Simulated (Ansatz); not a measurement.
Ta (P6_3/mmc, No. 194): the geometry given to an electronic-structure calculation, possibly off equilibrium; the starting structure was generated, so it need not be a known form of this composition.

```
CELL_PARAMETERS angstrom
2.83555 0.00000 0.00000
-1.41778 2.45566 0.00000
0.00000 0.00000 5.07578
ATOMIC_POSITIONS crystal
Ta 0.33333 0.66667 0.25000
Ta 0.66667 0.33333 0.75000
```

Question: What will a projected-potential map along [201] show? Computed as the sum of neutral-atom potentials (tabulated electron scattering factors, B = 0.5 Å²) projected along the beam and smoothed by 0.25 Å; brighter is more positive. The display is stretched by a gamma of 0.7; percentages refer to the linear signal.

Answer: The columns repeat on a centred rectangular net of 1.89 × 4.91 Å (plane group c2mm). All columns are alike (Ta). The shortest distance between visible columns is 1.25 Å in projection. Along the beam the structure repeats every 7.61 Å.

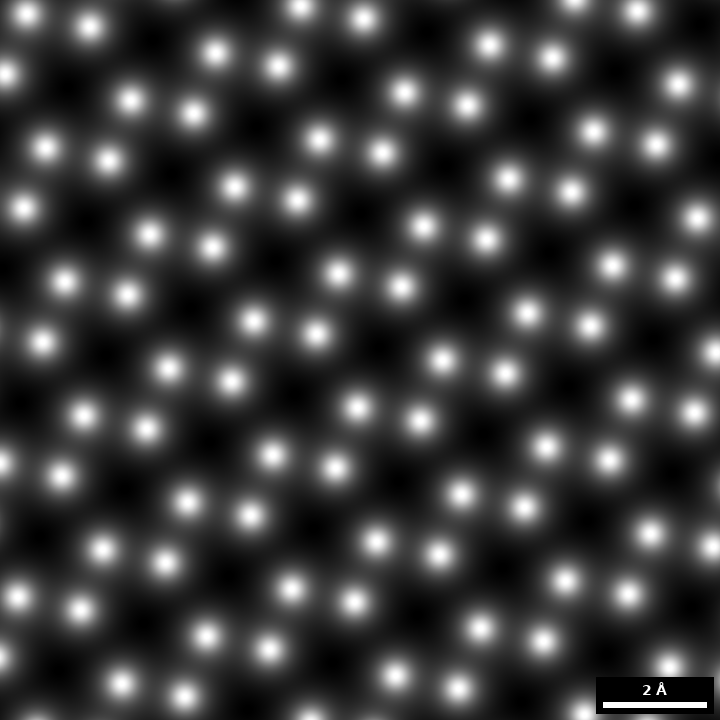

The simulated image.
